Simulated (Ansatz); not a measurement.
Single-point calculation, with input and output: PtS₂

- system: PtS₂ (slab, 6 atoms in the cell)
- method: DFT, PBE, dispersion d3bj, plane waves, norm-conserving potentials, no spin polarisation (Ansatz 0.2.0)

The structure derives from an entry of the Crystallography Open Database. Figures and captions count atoms from 1; the log counts them from 0 in places.

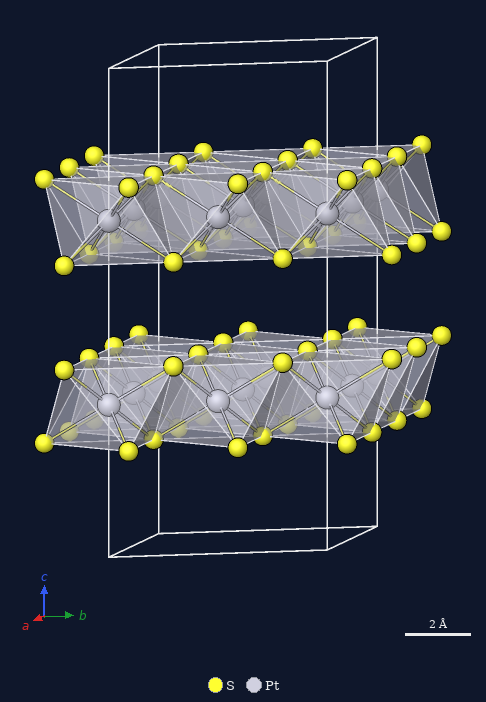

**Figure 1.** The structure (polyhedral view of the 2 × 2 repeat of the cell, with the vacuum cut short, seen slightly off an axis; polyhedra are completed across the faces of the cell).

The input
```yaml
crystal:
  lattice:
    - [3.5415269801, 0.0, 0.0]
    - [-1.7707634901, 3.067052333, 0.0]
    - [0.0, 0.0, 22.4670671688]
  atoms:
    - { symbol: S, position: [0.6666666667, 0.3333333333, 0.2002931654] }
    - { symbol: Pt, position: [0.0, 0.0, 0.255563699] }
    - { symbol: S, position: [0.3333333333, 0.6666666667, 0.3108342327] }
    - { symbol: S, position: [0.3333333333, 0.6666666667, 0.4550453118] }
    - { symbol: Pt, position: [1.0, 1.0, 0.5103158454] }
    - { symbol: S, position: [0.6666666667, 0.3333333333, 0.5655863791] }
basis:
  xc_grid: 3
kpoints:
  mp_grid: { grid: [9, 9, 1] }
hamiltonian:
  xc: pbe
  pseudopotentials: { kind: nc, accuracy: standard }
  dispersion: d3bj
scf:
  occupations: { method: methfessel_paxton, width: 0.15 }
output:
  forces: true
  eigenvalues: true
efield:
  axis: 3
  dipole_correction: true
  ramp_width: 0.04
```

Run on 1 thread of Intel Xeon (Sapphire Rapids), 64 GiB of memory available, shared host.

Command:
```bash
ansatz run input.yaml --threads 1 --pin off --max-ram 3072MiB --backend cpu --events-out ev --progress --plain --runs-dir out
```

Log
```
Engine: ansatz 0.2.0, x86_64-unknown-linux-gnu
Pseudopotentials: kind: nc
Pseudopotential: S, nc, valence charge 6, recommended cutoff 770 eV (normal), S.nc.azcp (PseudoDojo's, or run here from an input of PseudoDojo's; its table is named by hamiltonian.pseudopotentials.accuracy)
Pseudopotential: Pt, nc, valence charge 18, recommended cutoff 1142.878222 eV (normal), Pt.nc.azcp (PseudoDojo's, or run here from an input of PseudoDojo's; its table is named by hamiltonian.pseudopotentials.accuracy)
Functional definition: PBE
  parameter kappa = 0.804
  parameter beta = 0.06672455060314922
  exchange = pbe_x(kappa = kappa, mu = beta*pi^2/3)
  correlation = pbe_c(beta = beta)
Crystal: 6 atoms, lattice volume = 244.038 Å³
Basis set: ecut = 1142.878222 eV, 21411 PW (Γ), exchange–correlation on 120×120×750 points (27 copies of the dense FFT grid, shifted against one another)
Bands: 36, of which v1, the nominal top of the filled ones, is band 30 counted from 1 (29 counted from 0)
Symmetry: 6 space group operations
k-points: 12 of 81 (time reversal used)
Non-local potential: S, projectors of the file, l = 0: 2, l = 1: 2, l = 2: 2
Non-local potential: Pt, projectors of the file, l = 0: 2, l = 1: 2, l = 2: 2, l = 3: 2
Initial density: superposition of atomic densities (neutral atoms: chi_scale 0, normalization atom)
Initial wavefunctions: pseudopotential atomic-orbital guess
Functional: x = pbe(κ = 0.804, μ = 0.2195149727645171), c = pbe(β = 0.06672455060314922)
SCF iter   1: F=—  HF=-8311.529027 eV  |F-HF|=—  |Δ(HF+E_count)|=         —  Δρ=7.40e-2  dr2=1.41e1  ethr=3.10e-3  p=0.000 e·Å  D=2.57e-10 V/Å  ΔV_dip=-0.00 eV  dr2_dipole=1.66e-6  V_vac-E_F(+/−)=4.75/4.75 eV  ⟨swp⟩=11.2  Hψ=2550  notcnv=0
efield: sawtooth ramp at fractional position 0.8629 (placed from the atoms, in the widest stretch of the axis that holds none; the zero of the levels goes with the place), width 0.0400; the density the first Hamiltonian is built on has a dipole p = 0.000 e·Å; the dipole correction subtracts the counter field D = 2.57e-10 V/Å, which shifts the + side's vacuum level by -0.00 eV against the − side's; the planar-averaged density in the ramp window peaks in size at 3.8e-9 e/Å³
preconditioner: auto → Resta (q_TF=auto, 2.159 Å⁻¹)  ε∞=4.5  [insulator: Δε(μ)=1.387 eV  Ē_g=8.487 eV  σ=0.150 eV  W_gap=1.00  n_scr=44 (ndim 8)  ℏωp=15.8 eV  f_vac=0.495  D(μ)=-0.00/eV (n_scr^D=0)  ε∞_Penn≈4.5  vacuum switching on, ρ_ref=5.2e-3 e/Å³]
SCF iter   2: F=—  HF=-8309.347408 eV  |F-HF|=—  |Δ(HF+E_count)|=    2.18e0  S|Δr|=    0.00e0  Δρ=2.72e-2  dr2=2.34e0  ethr=3.10e-3  p=-0.000 e·Å  D=-1.79e-4 V/Å  ΔV_dip=0.00 eV  dr2_dipole=4.01e-6  V_vac-E_F(+/−)=5.71/5.70 eV  ⟨swp⟩=4.3  Hψ=1253  notcnv=0  defer=22
SCF iter   3: F=—  HF=-8308.905342 eV  |F-HF|=—  |Δ(HF+E_count)|=   4.42e-1  S|Δr|=    0.00e0  Δρ=1.38e-2  dr2=1.57e-1  ethr=3.10e-3  p=0.000 e·Å  D=1.10e-5 V/Å  ΔV_dip=-0.00 eV  dr2_dipole=2.61e-7  V_vac-E_F(+/−)=5.46/5.46 eV  ⟨swp⟩=3.2  Hψ=748  notcnv=0  defer=19
SCF iter   4: F=—  HF=-8308.894777 eV  |F-HF|=—  |Δ(HF+E_count)|=   1.06e-2  S|Δr|=    0.00e0  Δρ=1.60e-3  dr2=1.16e-2  ethr=2.62e-4  p=-0.001 e·Å  D=-3.78e-4 V/Å  ΔV_dip=0.01 eV  dr2_dipole=2.67e-5  V_vac-E_F(+/−)=5.28/5.28 eV  ⟨swp⟩=2.2  Hψ=665  notcnv=0  defer=19
SCF iter   5: F=—  HF=-8308.894715 eV  |F-HF|=—  |Δ(HF+E_count)|=   6.20e-5  S|Δr|=    0.00e0  Δρ=8.53e-4  dr2=6.23e-3  ethr=1.93e-5  p=0.001 e·Å  D=5.36e-4 V/Å  ΔV_dip=-0.01 eV  dr2_dipole=5.04e-5  V_vac-E_F(+/−)=5.31/5.32 eV  ⟨swp⟩=2.2  Hψ=663  notcnv=0  defer=19
SCF iter   6: F=—  HF=-8308.894526 eV  |F-HF|=—  |Δ(HF+E_count)|=   1.90e-4  S|Δr|=    0.00e0  Δρ=3.97e-4  dr2=8.02e-4  ethr=1.04e-5  p=-0.000 e·Å  D=-2.13e-4 V/Å  ΔV_dip=0.00 eV  dr2_dipole=7.65e-6  V_vac-E_F(+/−)=5.29/5.29 eV  ⟨swp⟩=2.0  Hψ=505  notcnv=0  defer=19
SCF iter   7: F=—  HF=-8308.894747 eV  |F-HF|=—  |Δ(HF+E_count)|=   2.22e-4  S|Δr|=    0.00e0  Δρ=1.52e-4  dr2=1.61e-4  ethr=1.34e-6  p=0.000 e·Å  D=7.15e-5 V/Å  ΔV_dip=-0.00 eV  dr2_dipole=9.33e-7  V_vac-E_F(+/−)=5.28/5.29 eV  ⟨swp⟩=2.1  Hψ=624  notcnv=0  defer=19
SCF iter   8: F=—  HF=-8308.894743 eV  |F-HF|=—  |Δ(HF+E_count)|=   4.23e-6  S|Δr|=    0.00e0  Δρ=7.10e-5  dr2=4.84e-5  ethr=2.69e-7  p=-0.000 e·Å  D=-3.03e-4 V/Å  ΔV_dip=0.01 eV  dr2_dipole=1.64e-5  V_vac-E_F(+/−)=5.29/5.28 eV  ⟨swp⟩=2.3  Hψ=569  notcnv=0  defer=19
SCF iter   9: F=—  HF=-8308.894648 eV  |F-HF|=—  |Δ(HF+E_count)|=   9.52e-5  S|Δr|=    0.00e0  Δρ=2.47e-5  dr2=2.46e-6  ethr=8.07e-8  p=0.000 e·Å  D=4.85e-5 V/Å  ΔV_dip=-0.00 eV  dr2_dipole=3.58e-7  V_vac-E_F(+/−)=5.28/5.28 eV  ⟨swp⟩=2.3  Hψ=582  notcnv=0  defer=19
SCF iter  10: F=—  HF=-8308.894648 eV  |F-HF|=—  |Δ(HF+E_count)|=   4.58e-7  S|Δr|=    0.00e0  Δρ=8.53e-6  dr2=2.36e-7  ethr=4.11e-9  p=0.000 e·Å  D=4.65e-6 V/Å  ΔV_dip=-0.00 eV  dr2_dipole=1.60e-9  V_vac-E_F(+/−)=5.28/5.28 eV  ⟨swp⟩=2.1  Hψ=664  notcnv=0  defer=19
SCF iter  11: F=—  HF=-8308.894648 eV  |F-HF|=—  |Δ(HF+E_count)|=   1.33e-7  S|Δr|=    0.00e0  Δρ=5.49e-6  dr2=1.25e-7  ethr=1.67e-10  p=0.000 e·Å  D=2.68e-6 V/Å  ΔV_dip=-0.00 eV  dr2_dipole=1.02e-9  V_vac-E_F(+/−)=5.28/5.28 eV  ⟨swp⟩=17.2  Hψ=2577  notcnv=0
SCF iter  12: F=-8308.894648 eV  HF=-8308.894648 eV  |F-HF|=2.67e-9  |Δ(HF+E_count)|=   2.53e-9  S|Δr|=    0.00e0  Δρ=1.37e-6  dr2=8.54e-9  ethr=1.67e-10  p=-0.000 e·Å  D=-2.27e-8 V/Å  ΔV_dip=0.00 eV  dr2_dipole=4.93e-12  V_vac-E_F(+/−)=5.28/5.28 eV  ⟨swp⟩=5.0  Hψ=1758  notcnv=0
SCF 1 converged in 12 iterations: F = -8308.894648 eV  dr2 = 8.54e-9
```

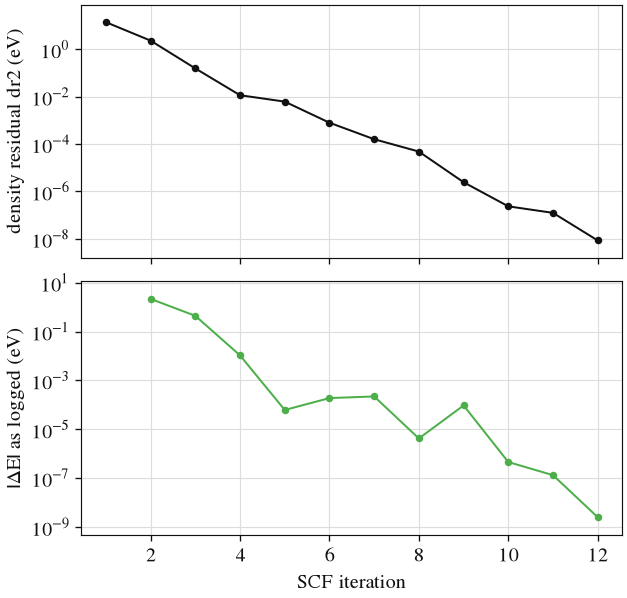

**Figure 2.** Convergence of the self-consistent field: density residual dr2 and size of the energy change against the SCF iteration. The residual falls at every step.

```
SCF converged after 12 iterations
Stability not checked: this state was not tested for a lower state beside it, because cold or Methfessel-Paxton smearing, or corrected tetrahedra, fill the levels in a way that the test cannot read (fill_not_monotonic; see scf.lower_state_search)
Free energy (F): -8308.894648 eV
Harris-Foulkes:  -8308.894648 eV  (|F-HF|=2.67e-9)
Internal energy: -8308.894648 eV  (E = F + TS)
E sigma→0 (E₀):  -8308.894648 eV
Entropy (-TS):   0.000000 eV (0.000 meV/atom)
Fermi energy:    2.157069 eV
Step filling:    the computed levels leave a gap of 1.1576 eV = 7.7 smearing widths at the electron count; against every level under it full and every level over it empty, smearing changes F+E_penalty+E_count by +2.03e-6 meV and its σ→0 estimate by -1.36e-5 meV
Dipole field:    D = -0.000003 V/Å  (p = -0.000004 e·Å, saw-weighted, corrected)
Work function:   Φ+ = 5.2821 eV   Φ− = 5.2820 eV
Levels:          The Fermi level and band energies are counted from a zero that moves with the ramp; work functions are not
--- Per-component energies (eV) ---
  E_band       = -1170.453863
  E_kinetic    = 2442.953054
  E_local      = -40241.085301  (includes V_loc(G=0)·N_el)
  E_nonlocal   = 599.195478
  E_hartree    = 18642.289596
  E_xc         = -1634.138035
  E_vxc        = -1256.093128  (∫ρ·V_xc dr)
  E_efield     = 0.000000  (sawtooth field / dipole correction)
  E_vefield    = 0.000000  (∫n·V_field dr)
  E_ewald      = 11883.814725
  E_disp       = -1.924165  (pairwise vdW)
  E_smearing   = 0.000000  (= −TS)
  E_closure    = 0.000000  (closes the sum)
  Σ components = -8308.894648   (vs F -8308.894648, Δ=0.00e0)
--- Forces (eV/Å), atoms counted from 1 ---
  atom   1  S     -0.00000000    -0.00000000     0.00624584
  atom   2  Pt     0.00000000    -0.00000000     0.01840591
  atom   3  S     -0.00000000     0.00000000    -0.21125508
  atom   4  S     -0.00000000     0.00000000     0.21125493
  atom   5  Pt     0.00000000    -0.00000000    -0.01840618
  atom   6  S      0.00000000    -0.00000000    -0.00624369
  max |Σ_I F_I| component: 1.72e-6 eV/Å
--- Band table (eV; the first three rows and the last of 12) ---
  k-point 0: bands = ["-97.5566", "-97.5566", "-51.7002", "-51.7002", "-51.7002", "-51.7002", "-51.6194", "-51.6194", "-13.0214", "-12.9437", "-10.8599", "-10.6827", "-4.4668", "-4.4668", "-4.4581", "-4.4581", "-4.4174", "-3.9988", "-1.7839", "-1.7839", "-1.7813", "-1.7813", "-0.3141", "0.3033", "0.3075", "0.7850", "0.7850", "0.8704", "0.8704", "1.1035", "4.2444", "4.2444", "4.3864", "4.3864", "6.5677", "6.7770"]
  k-point 1: bands = ["-97.5565", "-97.5565", "-51.7028", "-51.7028", "-51.7009", "-51.7009", "-51.6190", "-51.6190", "-12.8672", "-12.7879", "-10.8870", "-10.7208", "-4.5029", "-4.4328", "-4.3727", "-4.3632", "-4.2451", "-3.8539", "-2.0374", "-2.0260", "-1.9068", "-1.9001", "-0.4985", "-0.2304", "0.1797", "0.8538", "0.8903", "0.9360", "0.9626", "1.4873", "3.5432", "3.7276", "4.0527", "4.1940", "6.9172", "7.0748"]
  k-point 2: bands = ["-97.5564", "-97.5564", "-51.7093", "-51.7093", "-51.7025", "-51.7025", "-51.6182", "-51.6182", "-12.4406", "-12.3566", "-10.9568", "-10.8166", "-4.4730", "-4.3251", "-4.1502", "-4.1382", "-3.8544", "-3.5052", "-2.8342", "-2.7712", "-2.0727", "-2.0594", "-0.9638", "-0.8050", "0.3590", "0.7712", "0.8456", "0.8776", "0.9098", "1.4470", "2.7359", "3.1101", "3.8159", "3.9610", "7.4188", "7.6282"]
  k-point 11: bands = ["-97.5561", "-97.5561", "-51.7158", "-51.7158", "-51.7158", "-51.7157", "-51.6161", "-51.6161", "-11.1676", "-11.0313", "-11.0313", "-10.9753", "-4.3357", "-4.2640", "-4.1533", "-4.0923", "-4.0783", "-4.0595", "-2.7399", "-2.3633", "-2.3588", "-2.1070", "-1.3816", "-1.3584", "-1.3125", "-1.1385", "0.1143", "0.3761", "0.4161", "0.6893", "3.0235", "3.1144", "3.4409", "3.4514", "7.5882", "8.2262"]
```

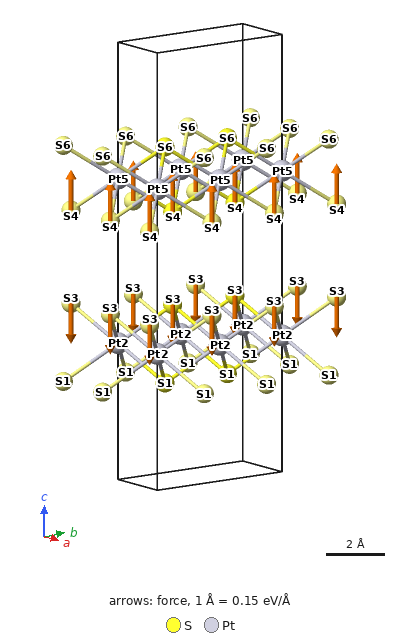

**Figure 3.** Forces on the atoms as orange arrows (ball-and-stick view of the 1 × 2 repeat of the cell, with the vacuum cut short, seen slightly off an axis; neighbours outside the cell are drawn fainter; atoms are numbered from 1 in the order of the input); the smallest are left out. The largest act on S3, S4 (0.21 eV/Å). The geometry is not a stationary point of this energy.

Results in brief

- outcome: converged
- electrons treated: 60
- free energy: −8308.8946 eV
- Fermi energy: 2.157 eV
- gap on the k-point mesh: 1.16 eV
- largest force (length of the vector): 0.211 eV/Å
- wall time: 42 s
- peak memory: 1.1 GiB

Settings chosen away from the usual ones: basis.xc_grid set to 3; hamiltonian.pseudopotentials set to {"kind": "nc", "accuracy": "standard"}; scf.occupations.method set to methfessel_paxton (from gaussian); scf.occupations.width set to 0.15 (from 0.05); basis.ecutwfc removed. Spin–orbit coupling is left out, which matters for Pt.
